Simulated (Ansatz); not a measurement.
# Geometry relaxation of ZrS$_{2}$ (part 1 of 2)

ZrS$_{2}$ (P-3m1, 3 atoms in the cell), computed with DFT PBEsol, scalar-relativistic, plane waves, PAW, no spin polarisation (Ansatz 0.2.0).

The structure derives from a Materials Project entry. Figures and captions count atoms from 1; the log counts them from 0 in places.

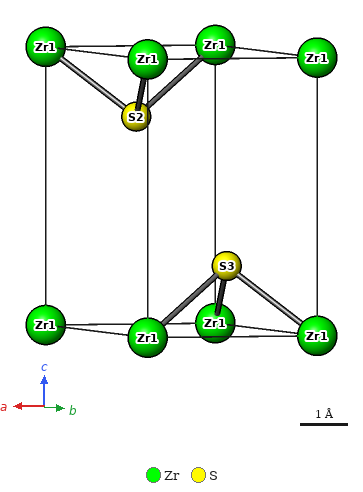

**Figure 1.** The input geometry (ball-and-stick view of the cell of the calculation, seen at an oblique angle; atoms are numbered from 1 in the order of the input). An atom can appear more than once, as a periodic image. Near neighbours in the periodic cell (some may lie outside the picture): Zr has 6 S at 2.57 Å; S has 3 Zr at 2.57 Å.

## Key numbers

```tsv
quantity	value
outcome	converged
space group (tolerance 0.01 Å)	P-3m1 (164)
electrons treated	24
free energy	−5903.1556 eV
Fermi energy	7.582 eV
gap on the k-point mesh	0.77 eV
pressure	0.00 GPa
final volume	67.08 Å³
largest force (length of the vector) at the end	under 0.001 eV/Å
final cell	a = 3.627 Å, b = 3.627 Å, c = 5.887 Å, α = 90.00°, β = 90.00°, γ = 120.00°
hardware	2 threads of Arm Neoverse V1, 24 GiB of memory available, shared host
wall time	27 s (CPU time 52 s)
peak memory	0.41 GiB
```

## Input
```yaml
crystal:
  lattice:
    - [3.6913825498, 0.0, 0.0]
    - [-1.8456912749, 3.1968310632, 0.0]
    - [0.0, 0.0, 6.04107701]
  atoms:
    - { symbol: Zr, position: [0.0, 0.0, 0.0] }
    - { symbol: S, position: [0.66666667, 0.33333333, 0.76209003] }
    - { symbol: S, position: [0.33333333, 0.66666667, 0.23790997] }
basis:
  ecutwfc: 420
kpoints:
  mp_grid: { grid: [12, 12, 6] }
hamiltonian:
  xc: pbesol
scf:
  occupations: { method: gaussian, width: 0.02 }
output:
  forces: true
  stress: true
  eigenvalues: true
relax:
  adjacent_minimum: "off"
  f_tol: 0.005
  max_steps: 80
  cell: { stress_tol: 0.05 }
```

Command:
```bash
ansatz run input.yaml --threads 2 --pin off --max-ram 5120MiB --backend cpu --events-out ev --progress --plain --runs-dir out
```

## What the program printed
```
Engine: ansatz 0.2.0, aarch64-unknown-linux-gnu
Pseudopotentials: kind: paw
Pseudopotential: Zr, paw, valence charge 12, recommended cutoff 420 eV (normal), Zr.paw.azcp
Pseudopotential: S, paw, valence charge 6, recommended cutoff 420 eV (normal), S.paw.azcp
Functional definition: PBEsol
  exchange = pbesol_x
  correlation = pbesol_c
Crystal: 3 atoms, lattice volume = 71.289 Å³
Basis set: ecut = 420 eV, 1389 PW (Γ), exchange–correlation on 50×50×90 points (8 copies of the dense FFT grid, shifted against one another)
Bands: 16, of which v1, the nominal top of the filled ones, is band 12 counted from 1 (11 counted from 0)
Symmetry: 12 space group operations
Space group: P-3m1 (ITA 164), of the structure as read, at distance tolerance 4.1e-5 Å
k-points: 100 of 864
Non-local potential: Zr, projectors of the file, l = 0: 3, l = 1: 2, l = 2: 2, l = 3: 2
Non-local potential: S, projectors of the file, l = 0: 2, l = 1: 2, l = 2: 2
PAW form: soft (Blöchl's): semilocal exchange-correlation on the pseudo side does not see the compensation charge
PAW frozen core: Zr, regenerated for the run's functional, and the local potential with it (the file was generated under x = pbe(κ = 0.804, μ = 0.2195149727645171), c = pbe(β = 0.06672455060314922))
PAW frozen core: S, regenerated for the run's functional, and the local potential with it (the file was generated under x = pbe(κ = 0.804, μ = 0.2195149727645171), c = pbe(β = 0.06672455060314922))
PAW one-centre angular grid: Zr, 590 points (default); XC on 64 Gauss nodes
PAW one-centre angular grid: S, 110 points (default); XC on 64 Gauss nodes
Initial density: superposition of atomic densities (neutral atoms: chi_scale 0, normalization atom), corrected by the library's trained network
Initial wavefunctions: pseudopotential atomic-orbital guess
Functional: x = pbesol(κ = 0.804, μ = 0.12345679012345678), c = pbesol(β = 0.046)
SCF iter   1: F=—  HF=-5903.139547 eV  |F-HF|=—  |Δ(HF+E_count)|=         —  Δρ=5.25e-3  dr2=4.41e-2  ethr=1.77e-3  ⟨swp⟩=6.1  Hψ=8979  notcnv=0
preconditioner: auto → Resta (q_TF=auto, 2.276 Å⁻¹)  ε∞=6.3  [insulator: Δε(μ)=0.878 eV  Ē_g=7.631 eV  σ=0.020 eV  W_gap=1.00  n_scr=22 (ndim 8)  ℏωp=17.6 eV  f_vac=0.029  D(μ)=0.00/eV (n_scr^D=0)  ε∞_Penn≈6.3]
SCF iter   2: F=—  HF=-5903.131082 eV  |F-HF|=—  |Δ(HF+E_count)|=   8.46e-3  Δρ=1.62e-3  dr2=1.80e-3  ethr=1.84e-4  ⟨swp⟩=2.0  Hψ=2771  notcnv=0
SCF iter   3: F=—  HF=-5903.130998 eV  |F-HF|=—  |Δ(HF+E_count)|=   8.41e-5  Δρ=8.41e-4  dr2=5.10e-4  ethr=7.49e-6  ⟨swp⟩=2.1  Hψ=2299  notcnv=0
SCF iter   4: F=—  HF=-5903.131046 eV  |F-HF|=—  |Δ(HF+E_count)|=   4.78e-5  Δρ=1.29e-4  dr2=1.11e-5  ethr=2.13e-6  ⟨swp⟩=2.8  Hψ=2974  notcnv=0
SCF iter   5: F=—  HF=-5903.131057 eV  |F-HF|=—  |Δ(HF+E_count)|=   1.12e-5  Δρ=3.02e-5  dr2=9.67e-7  ethr=4.64e-8  ⟨swp⟩=2.1  Hψ=2221  notcnv=0
SCF iter   6: F=-5903.131058 eV  HF=-5903.131058 eV  |F-HF|=7.15e-8  |Δ(HF+E_count)|=   1.55e-6  Δρ=7.77e-6  dr2=7.65e-8  ethr=4.17e-10  ⟨swp⟩=6.0  Hψ=7878  notcnv=0
SCF 1 converged in 6 iterations: F = -5903.131058 eV  dr2 = 7.65e-8
  greatest PAW one-centre occupation: 0.996 electrons in one spin orbital (limit 2), on the Zr atom at site 0 (counted from 0), in its partial waves of l = 0
relax step   1: F+E_penalty+E_count = -5903.13105839 eV  Δ(F+E_penalty+E_count) = +0.000e0 eV  max|allowed force component| = 1.499e-1 eV/Å  Δτ_max = 0.0000 Å  P = -2.534 GPa  Ω = 71.289 Å³  (6 SCF iters, dr2 threshold 1.00e-7 eV, accepted)
Crystal: 3 atoms, lattice volume = 66.210 Å³
Basis set: ecut = 420 eV, 1287 PW (Γ), exchange–correlation on 50×50×90 points (8 copies of the dense FFT grid, shifted against one another)
Initial density: handed on by an earlier stage of this run
Initial wavefunctions: those handed on with the density
iter 1 solved again at ethr=7.23e-4 eV; its pass at ethr=3.10e-3 eV (dr2=1.74e-1 eV) is discarded
SCF iter   1: F=—  HF=-5903.175811 eV  |F-HF|=—  |Δ(HF+E_count)|=         —  Δρ=7.74e-3  dr2=1.76e-1  ethr=7.23e-4  ⟨swp⟩=1.0  Hψ=11347  notcnv=0
preconditioner: auto → Resta (q_TF=auto, 2.304 Å⁻¹)  ε∞=6.4  [insulator: Δε(μ)=0.557 eV  Ē_g=7.857 eV  σ=0.020 eV  W_gap=1.00  n_scr=22 (ndim 8)  ℏωp=18.3 eV  f_vac=0.010  D(μ)=0.00/eV (n_scr^D=0)  ε∞_Penn≈6.4]
SCF iter   2: F=—  HF=-5903.143570 eV  |F-HF|=—  |Δ(HF+E_count)|=   3.22e-2  Δρ=2.81e-3  dr2=1.38e-2  ethr=7.23e-4  ⟨swp⟩=2.0  Hψ=2395  notcnv=0
SCF iter   3: F=—  HF=-5903.140020 eV  |F-HF|=—  |Δ(HF+E_count)|=   3.55e-3  Δρ=1.14e-3  dr2=2.91e-3  ethr=5.77e-5  ⟨swp⟩=2.0  Hψ=2488  notcnv=0
SCF iter   4: F=—  HF=-5903.139459 eV  |F-HF|=—  |Δ(HF+E_count)|=   5.61e-4  Δρ=4.52e-4  dr2=2.26e-4  ethr=1.21e-5  ⟨swp⟩=2.0  Hψ=2173  notcnv=0
SCF iter   5: F=—  HF=-5903.139546 eV  |F-HF|=—  |Δ(HF+E_count)|=   8.68e-5  Δρ=9.17e-5  dr2=6.02e-6  ethr=9.43e-7  ⟨swp⟩=2.0  Hψ=2339  notcnv=0
SCF iter   6: F=-5903.139556 eV  HF=-5903.139556 eV  |F-HF|=2.27e-7  |Δ(HF+E_count)|=   9.68e-6  Δρ=1.61e-5  dr2=2.25e-7  ethr=1.25e-9  ⟨swp⟩=4.4  Hψ=8228  notcnv=0
SCF 2 converged in 6 iterations: F = -5903.139556 eV  dr2 = 2.25e-7
relax step   2: F+E_penalty+E_count = -5903.13955575 eV  Δ(F+E_penalty+E_count) = -8.497e-3 eV  max|allowed force component| = 8.139e-4 eV/Å  Δτ_max = 0.0554 Å  P = +1.549 GPa  Ω = 66.210 Å³  energy of the carried Pulay correction = +4.434e-4 eV  (6 SCF iters, dr2 threshold 3.00e-7 eV, accepted)
Crystal: 3 atoms, lattice volume = 68.153 Å³
Basis set: ecut = 420 eV, 1315 PW (Γ), exchange–correlation on 50×50×90 points (8 copies of the dense FFT grid, shifted against one another)
iter 1 solved again at ethr=1.41e-4 eV; its pass at ethr=3.10e-3 eV (dr2=3.38e-2 eV) is discarded
SCF iter   1: F=—  HF=-5903.161826 eV  |F-HF|=—  |Δ(HF+E_count)|=         —  Δρ=3.35e-3  dr2=3.27e-2  ethr=1.41e-4  ⟨swp⟩=1.0  Hψ=11204  notcnv=0
preconditioner: auto → Resta (q_TF=auto, 2.293 Å⁻¹)  ε∞=6.2  [insulator: Δε(μ)=0.888 eV  Ē_g=7.900 eV  σ=0.020 eV  W_gap=1.00  n_scr=22 (ndim 8)  ℏωp=18.0 eV  f_vac=0.018  D(μ)=0.00/eV (n_scr^D=0)  ε∞_Penn≈6.2]
SCF iter   2: F=—  HF=-5903.155691 eV  |F-HF|=—  |Δ(HF+E_count)|=   6.14e-3  Δρ=1.21e-3  dr2=2.58e-3  ethr=1.36e-4  ⟨swp⟩=2.0  Hψ=2426  notcnv=0
SCF iter   3: F=—  HF=-5903.155056 eV  |F-HF|=—  |Δ(HF+E_count)|=   6.35e-4  Δρ=5.06e-4  dr2=5.41e-4  ethr=1.08e-5  ⟨swp⟩=2.1  Hψ=2100  notcnv=0
SCF iter   4: F=—  HF=-5903.154966 eV  |F-HF|=—  |Δ(HF+E_count)|=   9.04e-5  Δρ=1.94e-4  dr2=4.25e-5  ethr=2.26e-6  ⟨swp⟩=2.0  Hψ=2166  notcnv=0
SCF iter   5: F=—  HF=-5903.154994 eV  |F-HF|=—  |Δ(HF+E_count)|=   2.85e-5  Δρ=4.35e-5  dr2=1.49e-6  ethr=1.77e-7  ⟨swp⟩=2.0  Hψ=2363  notcnv=0
SCF iter   6: F=-5903.154996 eV  HF=-5903.154996 eV  |F-HF|=2.16e-8  |Δ(HF+E_count)|=   1.97e-6  Δρ=8.67e-6  dr2=7.99e-8  ethr=1.25e-9  ⟨swp⟩=6.2  Hψ=7423  notcnv=0
SCF 3 converged in 6 iterations: F = -5903.154996 eV  dr2 = 7.99e-8
relax step   3: F+E_penalty+E_count = -5903.15499639 eV  Δ(F+E_penalty+E_count) = -1.544e-2 eV  max|allowed force component| = 7.765e-3 eV/Å  Δτ_max = 0.0229 Å  P = -0.178 GPa  Ω = 68.153 Å³  energy of the carried Pulay correction = +2.700e-4 eV  (6 SCF iters, dr2 threshold 3.00e-7 eV, accepted)
Crystal: 3 atoms, lattice volume = 67.703 Å³
iter 1 solved again at ethr=2.14e-6 eV; its pass at ethr=3.10e-3 eV (dr2=5.14e-4 eV) is discarded
SCF iter   1: F=—  HF=-5903.155685 eV  |F-HF|=—  |Δ(HF+E_count)|=         —  Δρ=5.17e-4  dr2=4.97e-4  ethr=2.14e-6  ⟨swp⟩=2.0  Hψ=10834  notcnv=0
preconditioner: auto → Resta (q_TF=auto, 2.295 Å⁻¹)  ε∞=6.3  [insulator: Δε(μ)=0.806 eV  Ē_g=7.858 eV  σ=0.020 eV  W_gap=1.00  n_scr=22 (ndim 8)  ℏωp=18.1 eV  f_vac=0.015  D(μ)=0.00/eV (n_scr^D=0)  ε∞_Penn≈6.3]
SCF iter   2: F=—  HF=-5903.155586 eV  |F-HF|=—  |Δ(HF+E_count)|=   9.91e-5  Δρ=2.48e-4  dr2=7.96e-5  ethr=2.07e-6  ⟨swp⟩=2.1  Hψ=2013  notcnv=0
SCF iter   3: F=—  HF=-5903.155576 eV  |F-HF|=—  |Δ(HF+E_count)|=   1.03e-5  Δρ=7.62e-5  dr2=1.33e-5  ethr=3.32e-7  ⟨swp⟩=2.2  Hψ=2146  notcnv=0
SCF iter   4: F=—  HF=-5903.155574 eV  |F-HF|=—  |Δ(HF+E_count)|=   1.32e-6  Δρ=3.37e-5  dr2=1.30e-6  ethr=5.53e-8  ⟨swp⟩=2.0  Hψ=2127  notcnv=0
SCF iter   5: F=-5903.155575 eV  HF=-5903.155575 eV  |F-HF|=5.02e-8  |Δ(HF+E_count)|=   6.62e-7  Δρ=9.33e-6  dr2=5.85e-8  ethr=9.65e-10  ⟨swp⟩=6.0  Hψ=7328  notcnv=0
SCF 4 converged in 5 iterations: F = -5903.155575 eV  dr2 = 5.85e-8
relax step   4: F+E_penalty+E_count = -5903.15557501 eV  Δ(F+E_penalty+E_count) = -5.786e-4 eV  max|allowed force component| = 1.074e-3 eV/Å  Δτ_max = 0.0084 Å  P = -0.069 GPa  Ω = 67.703 Å³  energy of the carried Pulay correction = +3.097e-4 eV  (5 SCF iters, dr2 threshold 2.32e-7 eV, accepted)
Crystal: 3 atoms, lattice volume = 66.963 Å³
Basis set: ecut = 420 eV, 1303 PW (Γ), exchange–correlation on 50×50×90 points (8 copies of the dense FFT grid, shifted against one another)
iter 1 solved again at ethr=4.92e-6 eV; its pass at ethr=3.10e-3 eV (dr2=1.18e-3 eV) is discarded
SCF iter   1: F=—  HF=-5903.156225 eV  |F-HF|=—  |Δ(HF+E_count)|=         —  Δρ=8.72e-4  dr2=1.17e-3  ethr=4.92e-6  ⟨swp⟩=2.1  Hψ=11454  notcnv=0
preconditioner: auto → Resta (q_TF=auto, 2.299 Å⁻¹)  ε∞=6.3  [insulator: Δε(μ)=0.752 eV  Ē_g=7.867 eV  σ=0.020 eV  W_gap=1.00  n_scr=22 (ndim 8)  ℏωp=18.2 eV  f_vac=0.012  D(μ)=0.00/eV (n_scr^D=0)  ε∞_Penn≈6.3]
SCF iter   2: F=—  HF=-5903.155992 eV  |F-HF|=—  |Δ(HF+E_count)|=   2.33e-4  Δρ=4.36e-4  dr2=2.23e-4  ethr=4.88e-6  ⟨swp⟩=2.4  Hψ=2081  notcnv=0
SCF iter   3: F=—  HF=-5903.155942 eV  |F-HF|=—  |Δ(HF+E_count)|=   5.05e-5  Δρ=1.20e-4  dr2=3.00e-5  ethr=9.28e-7  ⟨swp⟩=2.1  Hψ=2172  notcnv=0
SCF iter   4: F=—  HF=-5903.155945 eV  |F-HF|=—  |Δ(HF+E_count)|=   3.11e-6  Δρ=5.38e-5  dr2=3.13e-6  ethr=1.25e-7  ⟨swp⟩=2.1  Hψ=2107  notcnv=0
SCF iter   5: F=—  HF=-5903.155947 eV  |F-HF|=—  |Δ(HF+E_count)|=   1.85e-6  Δρ=1.36e-5  dr2=1.35e-7  ethr=1.30e-8  ⟨swp⟩=2.0  Hψ=2394  notcnv=0
SCF iter   6: F=-5903.155947 eV  HF=-5903.155947 eV  |F-HF|=7.33e-9  |Δ(HF+E_count)|=   1.77e-7  Δρ=2.26e-6  dr2=5.05e-9  ethr=3.06e-10  ⟨swp⟩=4.4  Hψ=5347  notcnv=0
SCF 5 converged in 6 iterations: F = -5903.155947 eV  dr2 = 5.05e-9
relax step   5: F+E_penalty+E_count = -5903.15594716 eV  Δ(F+E_penalty+E_count) = -3.721e-4 eV  max|allowed force component| = 1.607e-3 eV/Å  Δτ_max = 0.0153 Å  P = +0.035 GPa  Ω = 66.963 Å³  energy of the carried Pulay correction = +3.756e-4 eV  (6 SCF iters, dr2 threshold 7.35e-8 eV, accepted)
Crystal: 3 atoms, lattice volume = 67.080 Å³
iter 1 solved again at ethr=1.46e-7 eV; its pass at ethr=3.10e-3 eV (dr2=3.50e-5 eV) is discarded
SCF iter   1: F=—  HF=-5903.155955 eV  |F-HF|=—  |Δ(HF+E_count)|=         —  Δρ=1.36e-4  dr2=3.33e-5  ethr=1.46e-7  ⟨swp⟩=2.0  Hψ=10551  notcnv=0
preconditioner: auto → Resta (q_TF=auto, 2.299 Å⁻¹)  ε∞=6.3  [insulator: Δε(μ)=0.767 eV  Ē_g=7.869 eV  σ=0.020 eV  W_gap=1.00  n_scr=22 (ndim 8)  ℏωp=18.1 eV  f_vac=0.014  D(μ)=0.00/eV (n_scr^D=0)  ε∞_Penn≈6.3]
SCF iter   2: F=—  HF=-5903.155954 eV  |F-HF|=—  |Δ(HF+E_count)|=   1.28e-6  Δρ=6.61e-5  dr2=5.47e-6  ethr=1.39e-7  ⟨swp⟩=2.1  Hψ=2006  notcnv=0
SCF iter   3: F=—  HF=-5903.155953 eV  |F-HF|=—  |Δ(HF+E_count)|=   1.11e-6  Δρ=2.01e-5  dr2=8.98e-7  ethr=2.28e-8  ⟨swp⟩=2.2  Hψ=2155  notcnv=0
SCF iter   4: F=—  HF=-5903.155953 eV  |F-HF|=—  |Δ(HF+E_count)|=   8.81e-8  Δρ=8.77e-6  dr2=8.40e-8  ethr=3.74e-9  ⟨swp⟩=2.0  Hψ=2140  notcnv=0
SCF iter   5: F=-5903.155953 eV  HF=-5903.155953 eV  |F-HF|=3.20e-9  |Δ(HF+E_count)|=   4.22e-8  Δρ=2.36e-6  dr2=3.63e-9  ethr=2.65e-11  ⟨swp⟩=3.0  Hψ=6784  notcnv=0
SCF 6 converged in 5 iterations: F = -5903.155953 eV  dr2 = 3.63e-9
```
